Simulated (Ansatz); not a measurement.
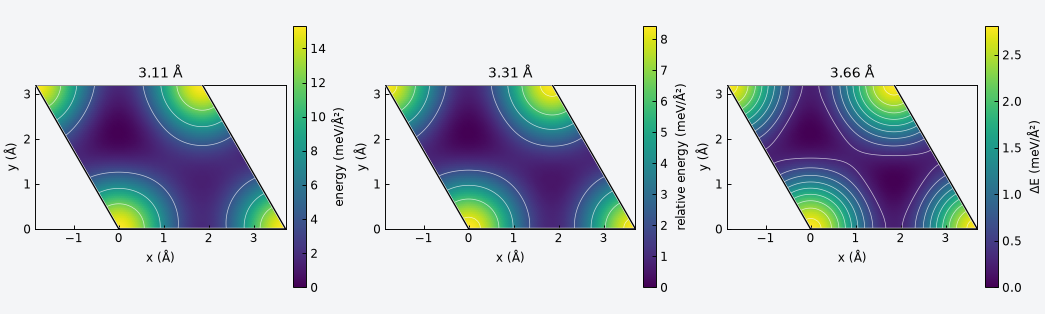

Three maps of one series, each from its own lowest grid point and on its own colour scale; the layer distance changes from map to map. A bilayer of two PtSe₂ sheets (1T type) (6 atoms in the cell). The upper layer of a bilayer is slid over the lower one; relaxed at each slide: nothing; the origin of the map has Se4 above Se3. Places are given modulo a cell vector. The map is drawn in real space over the plane of the slide. The scan uses a 6 × 6 grid. Energies are in meV/Å², from the lowest grid point. At a held distance the lowest stacking need not be the one that binds best once the distance relaxes. These are results of DFT PBE+D3(BJ), scalar-relativistic, plane waves, PAW (Ansatz), not measurements. Settings: cutoff 420 eV, k-mesh 9×9×1, gaussian smearing 0.05 eV, no spin polarisation.

The picture shows a smooth colour map with a few white contour lines, the outline of one cell of the plane. Between grid points the surface is interpolated.

The span runs from the lowest to the highest grid point; passes are read from the interpolated surfaces.

| layer distance | lowest grid point | span (meV/Å²) | easiest pass (meV/Å²) |
| --- | --- | --- | --- |
| 3.11 Å | Se above Se of a deeper plane, the Pt behind them above Pt | 15.3 | 1.9 |
| 3.31 Å | Se above Se of a deeper plane, the Pt behind them above Pt | 8.4 | 0.9 |
| 3.66 Å | Se above Pt of a deeper plane, the Pt behind them above Se | 2.8 | 0.24 |

### One more map of the series was computed, for the layer distance 3.51 Å. What do you expect for it?

A straight line of ln(span) against the layer distance through the 3 maps has the slope −3.1 per Å (a decay length of 0.32 Å) and gives 4.48 meV/Å² at 3.51 Å. The computed span is 4.53 meV/Å², above the fit by 1 %. The lowest grid point is Se above Se of a deeper plane, the Pt behind them above Pt, as for 3.11 Å and 3.31 Å. The easiest pass out of the lowest well is about 0.43 meV/Å².

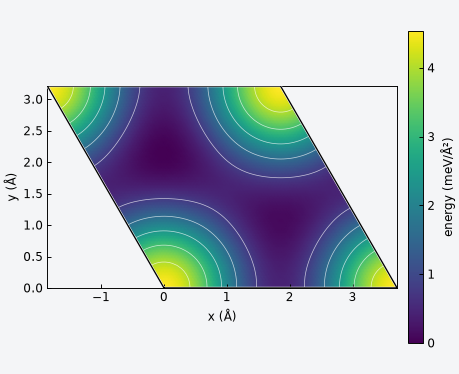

The map for 3.51 Å.

PAW datasets: the set soft_1.
